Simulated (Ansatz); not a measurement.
# Run report: TaSi, geometry relaxation (part 2 of 2)

TaSi (4 atoms in the cell); DFT PBE, scalar-relativistic, plane waves, PAW, no spin polarisation (Ansatz 0.2.0); cutoff 420 eV, 18×18×8 k-mesh, Gaussian smearing of 0.1 eV. The structure was made by a generator, so it may or may not be a known phase.

```
basis re-selected at this cell: Δ(F+E_penalty+E_count) = -9.717e-6 eV, ΔP = +0.000 GPa vs the last step (what re-selecting the basis moved, of the pressure what is left beyond the Pulay correction that the steps carried, after the strain that the cell walked since its last selection, with what the two solves' SCF thresholds leave and, on support functions, any second-order correction that the steps lacked; it is no measure of the basis error at this ecutwfc). This SCF's stress stands 3.10e-2 GPa from its target on what of the cell is left free (relax.cell.stress_tol is 5.00e-2 GPa) and its largest allowed force component is 4.39e-3 eV/Å (relax.f_tol is 1.00e-2 eV/Å): within both
SCF converged after 5 iterations
Free energy (F): -21135.760503 eV
Harris-Foulkes:  -21135.760503 eV  (|F-HF|=7.28e-12)
Internal energy: -21135.749575 eV  (E = F + TS)
E sigma→0 (E₀):  -21135.755039 eV
Entropy (-TS):   -0.010928 eV (-2.732 meV/atom)
Fermi energy:    14.134257 eV
--- Per-component energies (eV) ---
  E_band       = -269.131892
  E_kinetic    = 815.500212
  E_local      = -1727.526985  (includes V_loc(G=0)·N_el)
  E_nonlocal   = 81.274365
  E_hartree    = 648.006248
  E_xc         = -548.714224
  E_vxc        = -503.524229  (∫ρ·V_xc dr)
  E_paw        = -17818.762230  (= ΣΔE_a)
  E_vpaw       = -230.867936  (= ΣTr[D̂ρ^β])
  E_aug_tail   = 0.000307  (compensation charges beyond the density's cutoff)
  E_ewald      = -2585.527270
  E_smearing   = -0.010928  (= −TS)
  E_closure    = 0.000000  (closes the sum)
  Σ components = -21135.760503   (vs F -21135.760503, Δ=0.00e0)
--- Forces (eV/Å), atoms counted from 1 ---
  atom   1  Ta    -0.00000000    -0.00000000    -0.00012493
  atom   2  Ta     0.00000000     0.00000000     0.00012493
  atom   3  Si     0.00000000    -0.00000000     0.00438809
  atom   4  Si     0.00000000     0.00000000    -0.00438809
  max |Σ_I F_I| component: 8.67e-19 eV/Å
--- Stress (GPa, compression-positive) ---
        0.016165       0.000000       0.000000
        0.000000       0.016165       0.000000
        0.000000       0.000000       0.031038
  P = ⅓ Tr σ = 0.0211 GPa (0.211 kbar)
--- Band table (eV; the first three rows and the last of 266) ---
  k-point 0: bands = ["-53.4790", "-53.4046", "-20.2370", "-19.9848", "-19.9848", "-19.8008", "-19.8008", "-19.6940", "1.4898", "6.8672", "8.1954", "11.7691", "13.2477", "13.2477", "13.3311", "13.3311", "13.8716", "13.8716", "15.3985", "16.7254", "16.7254"]
  k-point 1: bands = ["-53.4790", "-53.4046", "-20.2365", "-19.9847", "-19.9847", "-19.8008", "-19.8008", "-19.6947", "1.5130", "6.5948", "8.4934", "11.8135", "13.0117", "13.0117", "13.6415", "13.6415", "13.8501", "13.8501", "15.3275", "16.7012", "16.7012"]
  k-point 2: bands = ["-53.4790", "-53.4046", "-20.2351", "-19.9847", "-19.9847", "-19.8008", "-19.8008", "-19.6962", "1.5713", "6.1451", "9.0030", "11.9316", "12.8203", "12.8203", "13.7444", "13.7444", "14.1181", "14.1181", "15.1948", "16.4253", "16.4253"]
  k-point 265: bands = ["-53.4323", "-53.4323", "-20.2186", "-20.2186", "-20.1819", "-19.8726", "-19.7510", "-19.7510", "5.8013", "5.8013", "8.5825", "9.9463", "9.9463", "11.6606", "12.2627", "13.4468", "13.4468", "15.5693", "16.2385", "16.2385", "17.4455"]
--- Relaxed structure (4 steps of the walk, 3 accepted, 1 SCFs on fresh bases) ---
  F+E_penalty+E_count = -21135.76050322 eV   max|allowed force component| = 4.388e-3 eV/Å   (the final SCF, on the basis selected at the relaxed cell)
  cell:  # Å, volume = 68.4093 Å³
    - [3.4345860091061056, 0.0, -4.306818006902149e-34]
    - [-1.7172930045530528, 2.9744387353684987, -5.006398424489828e-33]
    - [0.0, -9.908817924298474e-33, 6.696317480524355]
  atoms:
    - { symbol: Ta, position: [0.33333333333333337, 0.6666666666666667, 0.8463408723463484] }
    - { symbol: Ta, position: [0.6666666666666667, 0.33333333333333337, 0.15365912765365144] }
    - { symbol: Si, position: [0.33333333333333337, 0.6666666666666667, 0.4076616213542276] }
    - { symbol: Si, position: [0.6666666666666667, 0.33333333333333337, 0.5923383786457723] }
```

**Trajectory as extended XYZ (Å, eV, eV/Å), 5 frames, from step=1 to step=5**
```
4
Lattice="3.4292 0.0000 0.0000 -1.7146 2.9698 0.0000 0.0000 0.0000 6.7147" Properties=species:S:1:pos:R:3:forces:R:3 step=1 energy=-21135.76011 pressure_GPa=-0.02
Ta    0.0000    1.9799    5.6803    0.0000   0.0000   0.0384
Ta    1.7146    0.9899    1.0344    0.0000   0.0000  -0.0384
Si    0.0000    1.9799    2.7367    0.0000   0.0000   0.0147
Si    1.7146    0.9899    3.9780    0.0000   0.0000  -0.0147
4
Lattice="3.4350 0.0000 0.0000 -1.7175 2.9748 0.0000 0.0000 0.0000 6.6828" Properties=species:S:1:pos:R:3:forces:R:3 step=2 energy=-21135.75989 pressure_GPa=0.37 accepted=F
Ta    0.0000    1.9832    5.6606    0.0000   0.0000  -0.0761
Ta    1.7175    0.9916    1.0221    0.0000   0.0000   0.0761
Si    0.0000    1.9832    2.7229    0.0000   0.0000   0.0125
Si    1.7175    0.9916    3.9599    0.0000   0.0000  -0.0125
4
Lattice="3.4352 0.0000 0.0000 -1.7176 2.9750 0.0000 0.0000 0.0000 6.6994" Properties=species:S:1:pos:R:3:forces:R:3 step=3 energy=-21135.76046 pressure_GPa=-0.12
Ta    0.0000    1.9833    5.6699    0.0000   0.0000   0.0016
Ta    1.7176    0.9917    1.0296    0.0000   0.0000  -0.0016
Si    0.0000    1.9833    2.7314    0.0000   0.0000   0.0001
Si    1.7176    0.9917    3.9681    0.0000   0.0000  -0.0001
4
Lattice="3.4346 0.0000 0.0000 -1.7173 2.9744 0.0000 0.0000 0.0000 6.6963" Properties=species:S:1:pos:R:3:forces:R:3 step=4 energy=-21135.76049 pressure_GPa=0.02
Ta    0.0000    1.9830    5.6674    0.0000   0.0000  -0.0002
Ta    1.7173    0.9915    1.0290    0.0000   0.0000   0.0002
Si    0.0000    1.9830    2.7298    0.0000   0.0000   0.0044
Si    1.7173    0.9915    3.9665    0.0000   0.0000  -0.0044
4
Lattice="3.4346 0.0000 0.0000 -1.7173 2.9744 0.0000 0.0000 0.0000 6.6963" Properties=species:S:1:pos:R:3:forces:R:3 step=5 energy=-21135.76050 pressure_GPa=0.02
Ta    0.0000    1.9830    5.6674    0.0000   0.0000  -0.0001
Ta    1.7173    0.9915    1.0290    0.0000   0.0000   0.0001
Si    0.0000    1.9830    2.7298    0.0000   0.0000   0.0044
Si    1.7173    0.9915    3.9665    0.0000   0.0000  -0.0044
```

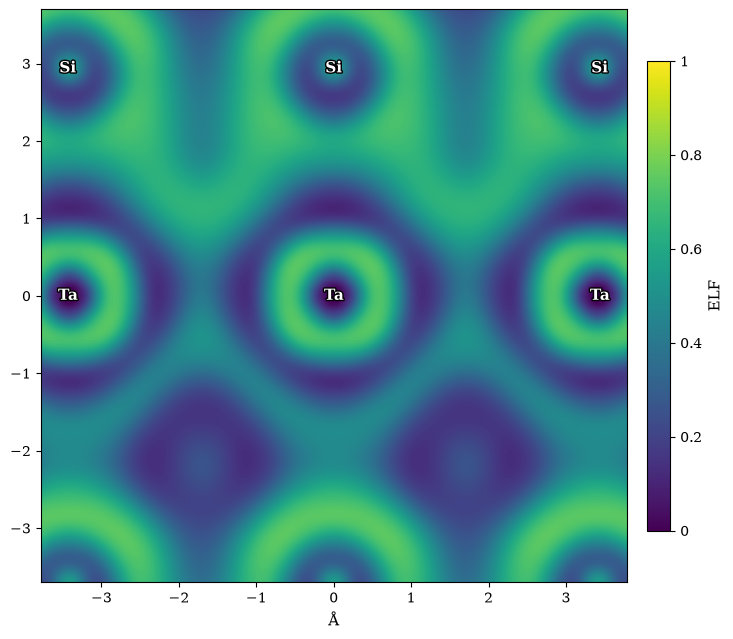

*Electron localisation function on the (010) plane of the conventional cell.*

Atoms in the plane: Ta and Si. Ta–Si (2.94 Å): the ELF is about 0.30 at the midpoint. The strong features right at Ta lie inside the PAW spheres (semicore, d or f shells) and say nothing about bonding. Core electrons are frozen (PAW), so the fields are smoothed inside the atomic spheres.

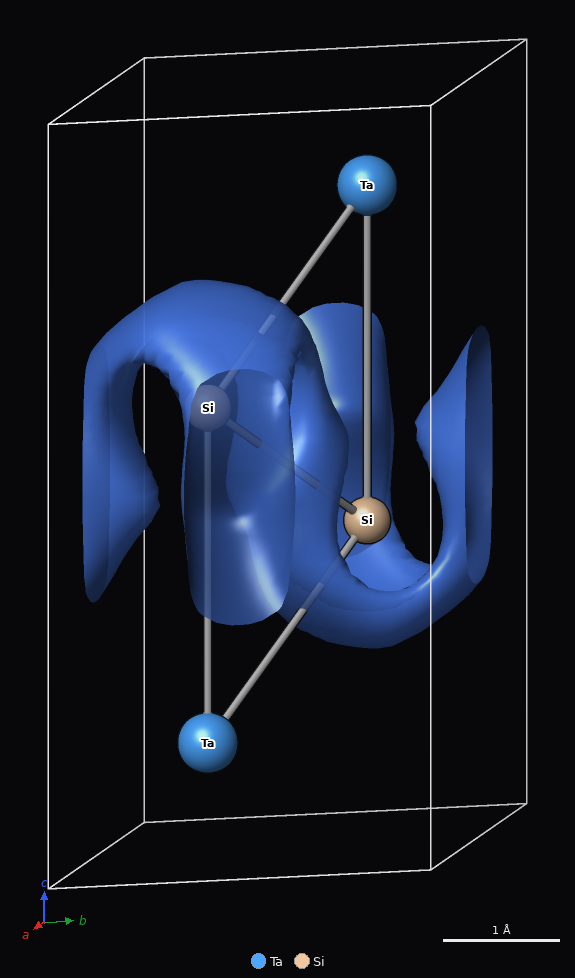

*Isosurface of the ELF at 0.7 (blue), seen slightly off an axis. Core shells and regions of very low density are left out. Sticks mark near contacts. The outline is the cell set on symmetry axes.*

The ELF exceeds this value in sheets that run through the cell in two directions, counted in one cell of 4 atoms. Profiles from the grid: Si–Si (2.34 Å): the ELF peaks at about 0.85 between the atoms (localised, shared-pair bonding). Ta–Si (2.61 Å): the ELF is about 0.40 at the midpoint.

This output came from the following input.

**The input**
```yaml
crystal:
  lattice:
    - [3.4292379864, 0.0, 0.0]
    - [-1.7146189932, 2.9698072118, 0.0]
    - [0.0, 0.0, 6.7146763962]
  atoms:
    - { symbol: Ta, position: [0.3333333333, 0.6666666667, 0.8459511165] }
    - { symbol: Ta, position: [0.6666666667, 0.3333333333, 0.1540488835] }
    - { symbol: Si, position: [0.3333333333, 0.6666666667, 0.4075703654] }
    - { symbol: Si, position: [0.6666666667, 0.3333333333, 0.5924296346] }
basis:
  ecutwfc: 420
kpoints:
  mp_grid: { grid: [18, 18, 8] }
hamiltonian:
  xc: pbe
scf:
  occupations: { method: gaussian, width: 0.1 }
output:
  forces: true
  stress: true
  eigenvalues: true
  write_density: true
  write_potential: true
  elf: true
  volumetric_format: npy
relax:
  adjacent_minimum: "off"
  f_tol: 0.01
  max_steps: 80
  cell: { stress_tol: 0.05 }
```

Command:
```bash
ansatz run input.yaml --threads 1 --pin off --max-ram 2560MiB --backend cpu --events-out ev --progress --plain --runs-dir out
```

**Key numbers**

- outcome: converged
- space group (tolerance 0.01 Å): P-3m1 (164)
- electrons treated: 34
- free energy: −21135.7605 eV
- Fermi energy: 14.134 eV
- gap on the k-point mesh: none (metallic)
- pressure: 0.02 GPa
- final volume: 68.41 Å³
- largest force (length of the vector) at the end: 0.004 eV/Å
- final cell: a = 3.435 Å, b = 3.435 Å, c = 6.696 Å, α = 90.00°, β = 90.00°, γ = 120.00°
- hardware: 1 thread of Intel Xeon @ 2.70GHz, 189 GiB of memory available, shared host
- wall time: 2 min
- peak memory: 0.62 GiB

**Notes**

Spin–orbit coupling is left out, which matters for Ta.
